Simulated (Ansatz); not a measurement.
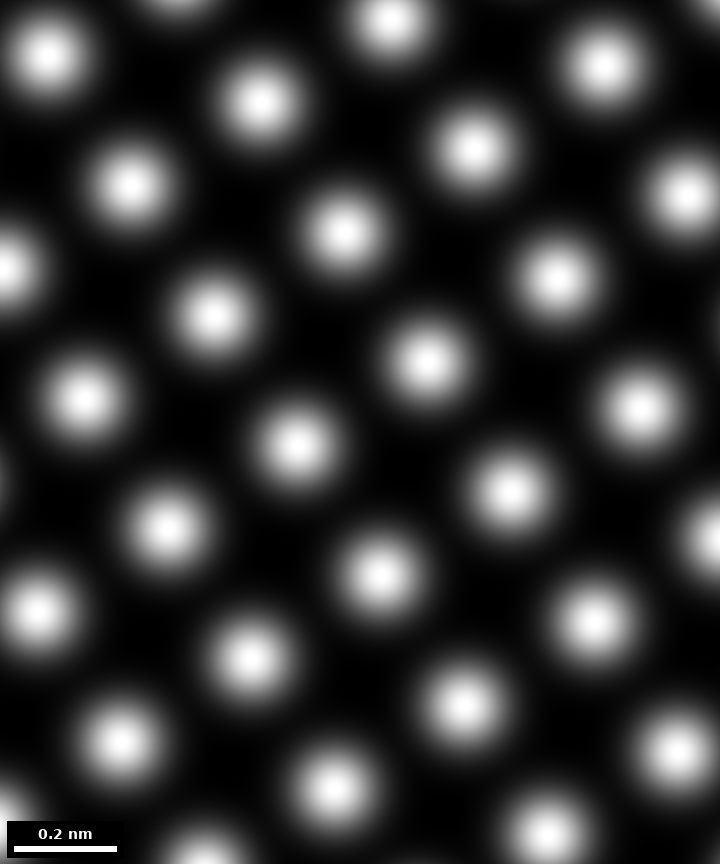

HAADF-like image of a crystal. Simulation: incoherent imaging, intensity Z^1.7 per atom, probe width 1.30 Å, thin sample. The probe carries 25 % of its weight in a tail 2.5 times as wide.

> Measure the repeat of the pattern.

The pattern repeats on a square net with a repeat of 3.0 Å.

> What is the plane group of the image?

p4mm: fourfold points with mirror lines through them along the axes and the diagonals.

> How many columns does the smallest repeating cell hold, and how many levels of brightness?

1 column in the primitive cell of 9.0 Å², all of one brightness.

The crystal is Sn (Pm-3m, No. 221) seen along [001]. Model: the geometry given to an electronic-structure calculation, possibly off equilibrium; the starting structure was generated, so it need not be a known form of this composition.
